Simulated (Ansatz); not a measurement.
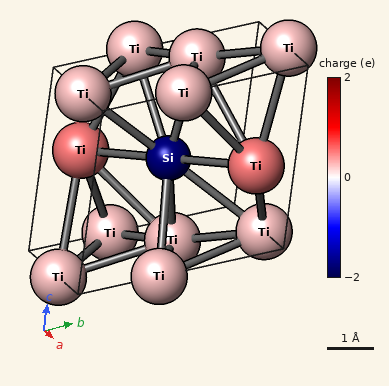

Crystal structure, ball-and-stick style, seen slightly off an axis. The edges of the cell (the run's own, in a reduced setting) are marked. The atoms of this Ti₅Si cell are coloured by their Bader charge.

Setup: DFT PBEsol, scalar-relativistic, plane waves, PAW (Ansatz 0.2.0); an energy cutoff of 420 eV, k-points about 0.13 Å⁻¹ apart, Gaussian smearing of 0.1 eV, no spin polarisation.

### Describe the charge distribution among the elements.

Most positive: Ti; most negative: Si. Charges: about Ti +0.2 to +0.5 e; Si -1.7 e.

The model was built from a structure listed in the Materials Project. Earlier steps of the study may have refined or changed the cell and positions. It went into a calculation with Ansatz.
